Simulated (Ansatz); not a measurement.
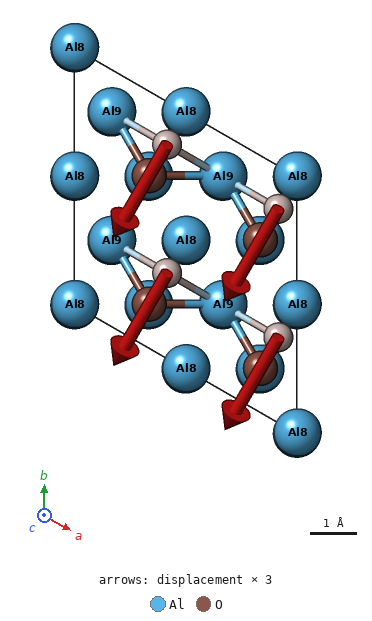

This is a constrained relaxation of a slab of composition Al9O (cut from the P6_3/mmc phase). The starting structure is drawn faded, the final one solid; red arrows show the displacements, magnified 3 times.

Style: ball-and-stick. Shown: the 2 × 2 repeat of the cell, outlined in the plane, without the vacuum, along the c axis.

Case: O put at a bridge Al-Al site. The slab is the (0 0 1) face of Al with O on it. 4 atoms are held fixed.

Theory: DFT PBEsol, scalar-relativistic, plane waves, PAW in Ansatz. (plane-wave cutoff 420 eV; k-point mesh 12 × 12 × 1; occupations gaussian; smearing width 0.1 eV; no spin polarisation; dipole correction; atoms relaxed in a fixed cell; force threshold 0.03 eV/Å; at most 70 steps)

**Atoms of which element are displaced furthest, and by how much?**

Oxygen: up to 0.95 Å, against 0.05 Å for aluminium.

**What did the optimiser do to the structure, and how much energy did it gain?**

Over 8 geometry steps the energy falls by 1.950 eV per cell of the calculation. The largest force component goes from 4.7 to 0.015 eV/Å. The largest move is that of the O atom, 0.95 Å at 56° to the normal (−c side). By element the largest moves are O 0.95 Å, Al 0.05 Å. The cell stays as it was. Some distances before and after: Al–O 2.743 → 1.791 Å, Al–O 1.871 → 1.791 Å. New bonds form: Al–O (2.74 → 1.79 Å). Bond angles that change, for instance: Al–O–Al 98.6° → 104.7°, O–Al–O 98.6° → 104.7°. The run took 2.7 min on 1 thread of Intel(R) Xeon(R) 6975P-C (Granite Rapids) (shared host), peak memory 0.65 GiB.

Limits of the set-up: the cell has an odd number of electrons but was run without spin polarisation; the periodic images lie only 2.8 Å apart, so the values are limited by the cell's size.
